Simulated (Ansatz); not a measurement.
## SrTiO₃: geometry relaxation (part 2 of 2)

Continued. System: SrTiO₃ (Pm-3m, 5 atoms in the cell). Method: DFT PBEsol, scalar-relativistic, plane waves, PAW, no spin polarisation (Ansatz 0.2.0); cutoff 420 eV, 8×8×8 k-mesh, Gaussian smearing of 0.02 eV. The structure derives from a Materials Project entry.

Geometry of the input (Å; fractional positions):
```
3.9127  0.0000  0.0000
0.0000  3.9127  0.0000
0.0000  0.0000  3.9127
Sr 0.0000  0.0000  0.0000
Ti 0.5000  0.5000  0.5000
O  0.5000  0.0000  0.5000
O  0.5000  0.5000  0.0000
O  0.0000  0.5000  0.5000
```

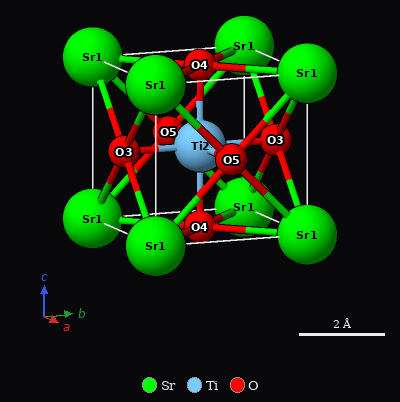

Fig. 1: The geometry at step 3 of the log (ball-and-stick view of the cell of the calculation, seen slightly off an axis; atoms are numbered from 1 in the order of the input).

### The program's output, continued
```
SCF iter   1: F=—  HF=-7657.243214 eV  |F-HF|=—  |Δ(HF+E_count)|=         —  Δρ=1.42e-5  dr2=5.53e-8  ethr=4.15e-7  ⟨swp⟩=3.8  Hψ=7003  notcnv=0
eigensolver tolerance schedule: the retry pair's looser diagonalisation over-reported the residual by 2998.92 of it (diagonalisation noise at 0.67 of the residual, at the tolerance the schedule requests for it); recorded, not acted on — ethr = c·dr2/N_el stays at c = 1.0e-1
SCF iter   2: F=—  HF=-7657.242987 eV  |F-HF|=—  |Δ(HF+E_count)|=   2.26e-4  Δρ=6.85e-6  dr2=1.02e-8  ethr=1.38e-10  ⟨swp⟩=4.0  Hψ=2373  notcnv=0
SCF iter   3: F=—  HF=-7657.242987 eV  |F-HF|=—  |Δ(HF+E_count)|=  8.39e-10  Δρ=4.64e-6  dr2=4.98e-9  ethr=2.54e-11  ⟨swp⟩=1.0  Hψ=875  notcnv=0
SCF iter   4: F=—  HF=-7657.242987 eV  |F-HF|=—  |Δ(HF+E_count)|=  6.58e-10  Δρ=4.40e-7  dr2=1.30e-10  ethr=1.24e-11  ⟨swp⟩=1.4  Hψ=897  notcnv=0
iter 5 did not close the SCF: its close was put off for the readings that it lacked (scf_convergence_deferred on its scf_iter line)
SCF iter   5: F=-7657.242987 eV  HF=-7657.242987 eV  |F-HF|=2.27e-11  |Δ(HF+E_count)|=  1.46e-11  Δρ=2.93e-7  dr2=3.46e-11  ethr=1.00e-12  ⟨swp⟩=1.1  Hψ=877  notcnv=0
iter 6 did not close the SCF: its close was put off for the readings that it lacked (scf_convergence_deferred on its scf_iter line)
SCF iter   6: F=-7657.242987 eV  HF=-7657.242987 eV  |F-HF|=4.55e-12  |Δ(HF+E_count)|=  3.64e-12  Δρ=1.43e-7  dr2=6.80e-12  ethr=1.00e-12  ⟨swp⟩=1.0  Hψ=875  notcnv=0
iter 7 did not close the SCF: its close was put off for the readings that it lacked (scf_convergence_deferred on its scf_iter line)
SCF iter   7: F=-7657.242987 eV  HF=-7657.242987 eV  |F-HF|=1.82e-12  |Δ(HF+E_count)|=    0.00e0  Δρ=6.24e-8  dr2=1.26e-12  ethr=1.00e-12  ⟨swp⟩=1.0  Hψ=875  notcnv=0
iter 8 did not close the SCF: its close was put off for the readings that it lacked (scf_convergence_deferred on its scf_iter line)
SCF iter   8: F=-7657.242987 eV  HF=-7657.242987 eV  |F-HF|=0.00e0  |Δ(HF+E_count)|=  1.82e-12  Δρ=3.66e-8  dr2=4.21e-13  ethr=1.00e-12  ⟨swp⟩=1.0  Hψ=875  notcnv=0
SCF iter   9: F=-7657.242987 eV  HF=-7657.242987 eV  |F-HF|=2.73e-12  |Δ(HF+E_count)|=  3.64e-12  Δρ=1.66e-8  dr2=8.59e-14  ethr=1.00e-12  ⟨swp⟩=3.6  Hψ=2986  notcnv=0
SCF 6 converged in 9 iterations: F = -7657.242987 eV  dr2 = 8.59e-14
relax step   6: F+E_penalty+E_count = -7657.24298737 eV  Δ(F+E_penalty+E_count) = +1.519e-4 eV  max|allowed force component| = 1.338e-28 eV/Å  Δτ_max = 0.0000 Å  P = -0.003 GPa  Ω = 58.915 Å³  stress off target by 3.05e-3 GPa  SCF on the basis re-selected at this cell (its energy is not comparable with the rows above)  (9 SCF iters)
```

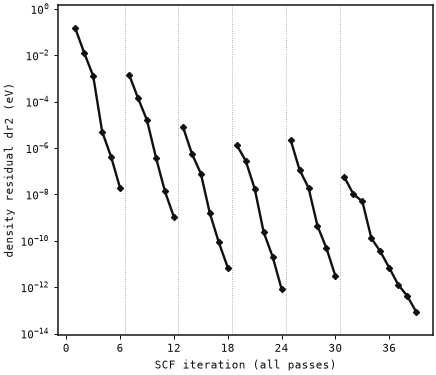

Fig. 2: Convergence of the self-consistent field: density residual dr2 against the SCF iteration. The dotted lines part the SCF passes of the relaxation: geometry steps, rejected trials and re-solves on a re-selected basis. The 6 passes take 6 to 9 iterations each, 39 in all.

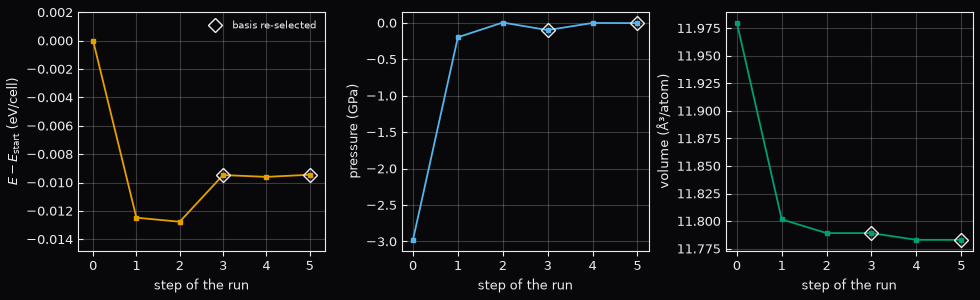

Fig. 3: Progress of the relaxation, step by step (the first geometry is step 0 here and step 1 in the log).

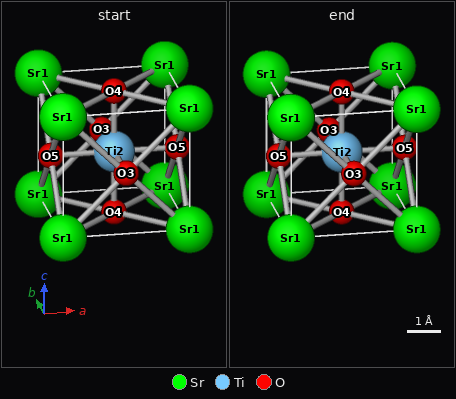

Fig. 4: Before (left) and after (right) the relaxation, at one scale (ball-and-stick view of the cell of the calculation, seen at an oblique angle). No atom moves by more than 0.005 Å relative to the cell. The volume changes by −1.6 %, with a = b = c 3.913 → 3.891 Å (−0.6 %). Among the contacts that change: Sr1–O3 2.767 → 2.751 Å, Ti2–O3 1.956 → 1.946 Å. The space group stays Pm-3m (No. 221). Over 3 geometry steps the energy falls by 9.6 meV per cell of the calculation. All forces vanish by symmetry, so only the cell relaxes. Pressure: −2.98 GPa at the start and 0.00 GPa at the end. The basis was re-selected once at an unchanged geometry, which shifts the energy a little without any move. The energy change given includes the shifts at the re-selections in mid-walk, which come without any move. A last SCF at the same geometry on a re-selected plane-wave basis shifts the energy by +0.2 meV per cell of the calculation. (Atoms are counted from 1 in the order of the input.)

```
basis re-selected at this cell: Δ(F+E_penalty+E_count) = +1.519e-4 eV, ΔP = -0.002 GPa vs the last step (what re-selecting the basis moved, of the pressure what is left beyond the Pulay correction that the steps carried, after the strain that the cell walked since its last selection, with what the two solves' SCF thresholds leave and, on support functions, any second-order correction that the steps lacked; it is no measure of the basis error at this ecutwfc). This SCF's stress stands 3.05e-3 GPa from its target on what of the cell is left free (relax.cell.stress_tol is 5.00e-2 GPa) and its largest allowed force component is 1.34e-28 eV/Å (relax.f_tol is 5.00e-3 eV/Å): within both
SCF converged after 9 iterations
Free energy (F): -7657.242987 eV
Harris-Foulkes:  -7657.242987 eV  (|F-HF|=2.73e-12)
Internal energy: -7657.242987 eV  (E = F + TS)
E sigma→0 (E₀):  -7657.242987 eV
Fermi energy:    10.929948 eV
--- Per-component energies (eV) ---
  E_band       = -202.084043
  E_kinetic    = 1046.211752
  E_local      = -2367.041467  (includes V_loc(G=0)·N_el)
  E_nonlocal   = 351.497144
  E_hartree    = 825.560600
  E_xc         = -491.039861
  E_vxc        = -569.042883  (∫ρ·V_xc dr)
  E_paw        = -4121.206449  (= ΣΔE_a)
  E_vpaw       = -314.837374  (= ΣTr[D̂ρ^β])
  E_aug_tail   = 0.007591  (compensation charges beyond the density's cutoff)
  E_ewald      = -2901.611894
  E_core_change = 0.379595  (= ΣΔE_core)
  E_smearing   = -0.000000  (= −TS)
  E_closure    = -0.000000  (closes the sum)
  Σ components = -7657.242987   (vs F -7657.242987, Δ=0.00e0)
--- Forces (eV/Å), atoms counted from 1 ---
  atom   1  Sr    -0.00000000    -0.00000000    -0.00000000
  atom   2  Ti    -0.00000000     0.00000000    -0.00000000
  atom   3  O      0.00000000     0.00000000    -0.00000000
  atom   4  O     -0.00000000    -0.00000000     0.00000000
  atom   5  O      0.00000000     0.00000000     0.00000000
  max |Σ_I F_I| component: 1.72e-28 eV/Å
--- Stress (GPa, compression-positive) ---
       -0.003053       0.000000       0.000000
        0.000000      -0.003053       0.000000
        0.000000       0.000000      -0.003053
  P = ⅓ Tr σ = -0.0031 GPa (-0.031 kbar)
--- Band table (eV; the first three rows and the last of 35) ---
  k-point 0: bands = ["-46.0803", "-22.5439", "-22.4675", "-22.4675", "-22.4675", "-7.3856", "-6.3718", "-6.3718", "-4.5717", "-4.5717", "-4.5717", "7.1522", "7.1522", "7.1522", "8.7956", "8.7956", "8.7956", "9.6625", "9.6625", "9.6625", "11.8559", "11.8559", "11.8559", "14.4591", "14.4591"]
  k-point 1: bands = ["-46.0801", "-22.5659", "-22.4670", "-22.4670", "-22.4529", "-7.3910", "-6.3744", "-6.3656", "-4.5642", "-4.5642", "-4.4630", "6.9437", "7.1391", "7.1391", "8.5853", "8.5853", "8.6523", "9.1761", "9.5607", "9.5607", "11.8809", "12.2227", "12.2227", "14.4648", "14.9267"]
  k-point 2: bands = ["-46.0796", "-22.6064", "-22.4658", "-22.4658", "-22.4298", "-7.4563", "-6.3506", "-6.2859", "-4.5460", "-4.5460", "-4.2344", "6.4210", "7.1128", "7.1128", "8.1397", "8.1397", "8.3050", "8.3376", "9.4138", "9.4138", "11.9427", "12.9614", "12.9614", "14.4726", "15.7695"]
  k-point 34: bands = ["-46.0761", "-22.5368", "-22.5368", "-22.5368", "-22.4769", "-5.9798", "-5.9798", "-5.9798", "-4.8624", "-4.8624", "-4.8624", "5.3018", "5.7809", "5.7809", "6.2071", "6.2071", "6.2071", "10.0040", "10.0040", "10.0040", "14.5689", "14.5689", "14.5689", "16.9416", "16.9416"]
--- Relaxed structure (4 steps of the walk, 4 accepted, 2 SCFs on fresh bases) ---
  F+E_penalty+E_count = -7657.24298737 eV   max|allowed force component| = 1.338e-28 eV/Å   (the final SCF, on the basis selected at the relaxed cell)
  cell:  # Å, volume = 58.9150 Å³
    - [3.891125230881724, -2.5679065925163143e-34, -6.419766481290786e-35]
    - [-2.5679065925163143e-34, 3.891125230881724, 0.0]
    - [-6.419766481290786e-35, 0.0, 3.891125230881724]
  atoms:
    - { symbol: Sr, position: [-7.274420992688014e-37, -6.729640565893813e-38, -4.806886118683695e-38] }
    - { symbol: Ti, position: [0.5000000000000001, 0.5000000000000001, 0.5000000000000001] }
    - { symbol: O, position: [0.5000000000000001, -6.729640566613905e-38, 0.5000000000000001] }
    - { symbol: O, position: [0.5000000000000001, 0.5000000000000001, 1.6022953730250683e-38] }
    - { symbol: O, position: [5.383712452669746e-37, 0.5000000000000001, 0.5000000000000001] }
```

### Trajectory as extended XYZ (Å, eV, eV/Å), 6 frames, from step=1 to step=6
```
5
Lattice="3.9127 0.0000 0.0000 0.0000 3.9127 0.0000 0.0000 0.0000 3.9127" Properties=species:S:1:pos:R:3:forces:R:3 step=1 energy=-7657.23354 pressure_GPa=-2.98
Sr    0.0000    0.0000    0.0000    0.0000   0.0000   0.0000
Ti    1.9564    1.9564    1.9564    0.0000   0.0000   0.0000
O     1.9564    0.0000    1.9564    0.0000   0.0000   0.0000
O     1.9564    1.9564    0.0000    0.0000   0.0000   0.0000
O     0.0000    1.9564    1.9564    0.0000   0.0000   0.0000
5
Lattice="3.8932 0.0000 0.0000 0.0000 3.8932 0.0000 0.0000 0.0000 3.8932" Properties=species:S:1:pos:R:3:forces:R:3 step=2 energy=-7657.24601 pressure_GPa=-0.20
Sr    0.0000    0.0000    0.0000    0.0000   0.0000   0.0000
Ti    1.9466    1.9466    1.9466    0.0000   0.0000   0.0000
O     1.9466    0.0000    1.9466    0.0000   0.0000   0.0000
O     1.9466    1.9466    0.0000    0.0000   0.0000   0.0000
O     0.0000    1.9466    1.9466    0.0000   0.0000   0.0000
5
Lattice="3.8918 0.0000 0.0000 0.0000 3.8918 0.0000 0.0000 0.0000 3.8918" Properties=species:S:1:pos:R:3:forces:R:3 step=3 energy=-7657.24630 pressure_GPa=0.00
Sr    0.0000    0.0000    0.0000    0.0000   0.0000   0.0000
Ti    1.9459    1.9459    1.9459    0.0000   0.0000   0.0000
O     1.9459    0.0000    1.9459    0.0000   0.0000   0.0000
O     1.9459    1.9459    0.0000    0.0000   0.0000   0.0000
O     0.0000    1.9459    1.9459    0.0000   0.0000   0.0000
5
Lattice="3.8918 0.0000 0.0000 0.0000 3.8918 0.0000 0.0000 0.0000 3.8918" Properties=species:S:1:pos:R:3:forces:R:3 step=4 energy=-7657.24301 pressure_GPa=-0.10
Sr    0.0000    0.0000    0.0000    0.0000   0.0000   0.0000
Ti    1.9459    1.9459    1.9459    0.0000   0.0000   0.0000
O     1.9459    0.0000    1.9459    0.0000   0.0000   0.0000
O     1.9459    1.9459    0.0000    0.0000   0.0000   0.0000
O     0.0000    1.9459    1.9459    0.0000   0.0000   0.0000
5
Lattice="3.8911 0.0000 0.0000 0.0000 3.8911 0.0000 0.0000 0.0000 3.8911" Properties=species:S:1:pos:R:3:forces:R:3 step=5 energy=-7657.24314 pressure_GPa=-0.00
Sr    0.0000    0.0000    0.0000    0.0000   0.0000   0.0000
Ti    1.9456    1.9456    1.9456    0.0000   0.0000   0.0000
O     1.9456    0.0000    1.9456    0.0000   0.0000   0.0000
O     1.9456    1.9456    0.0000    0.0000   0.0000   0.0000
O     0.0000    1.9456    1.9456    0.0000   0.0000   0.0000
5
Lattice="3.8911 0.0000 0.0000 0.0000 3.8911 0.0000 0.0000 0.0000 3.8911" Properties=species:S:1:pos:R:3:forces:R:3 step=6 energy=-7657.24299 pressure_GPa=-0.00
Sr    0.0000    0.0000    0.0000    0.0000   0.0000   0.0000
Ti    1.9456    1.9456    1.9456    0.0000   0.0000   0.0000
O     1.9456    0.0000    1.9456    0.0000   0.0000   0.0000
O     1.9456    1.9456    0.0000    0.0000   0.0000   0.0000
O     0.0000    1.9456    1.9456    0.0000   0.0000   0.0000
```

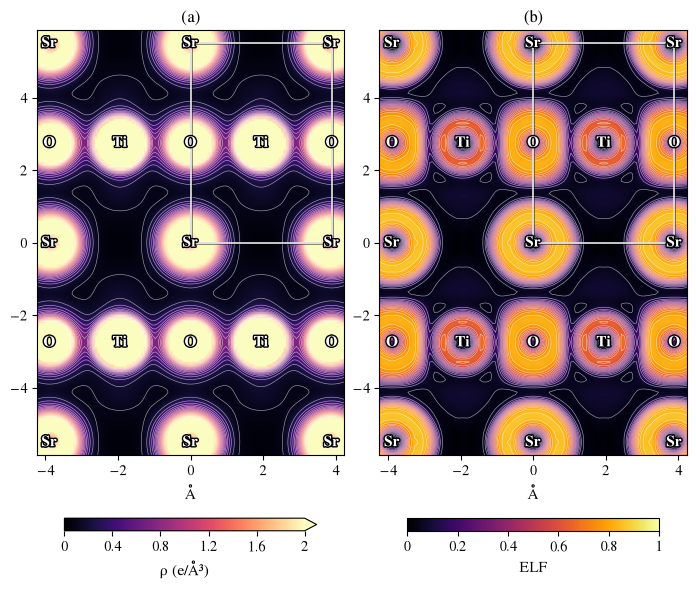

Fig. 5: (a) valence pseudo-density; (b) electron localisation function on the (101̄) plane of the conventional cell. Atoms in the plane: Sr, Ti and O. Ti–O (1.95 Å): ρ at the midpoint is about 0.73 e/Å³; the ELF is about 0.20 at the midpoint. Sr–O (2.75 Å): the density is about 0.15 e/Å³ at the midpoint; the ELF is about 0.05 at the midpoint, which marks a contact without a shared pair. Away from the nuclei the density in this plane falls to 0.04 e/Å³ at its lowest. The strong features right at Sr and Ti lie inside the PAW spheres (semicore, d or f shells) and say nothing about bonding. The fields are those of the smooth PAW valence density.

### Summary

```csv
quantity,value
outcome,converged
space group (tolerance 0.01 Å),Pm-3m (221)
electrons treated,40
free energy,−7657.2430 eV
Fermi energy,10.930 eV
gap on the k-point mesh,1.85 eV
pressure,0.00 GPa
final volume,58.91 Å³
largest force (length of the vector) at the end,under 0.001 eV/Å
final cell,"a = 3.891 Å, b = 3.891 Å, c = 3.891 Å, α = 90.00°, β = 90.00°, γ = 90.00°"
hardware,"8 threads of Intel Xeon @ 2.70GHz, 189 GiB of memory available, shared host"
wall time,7.3 s (CPU time 34 s)
peak memory,0.49 GiB
```
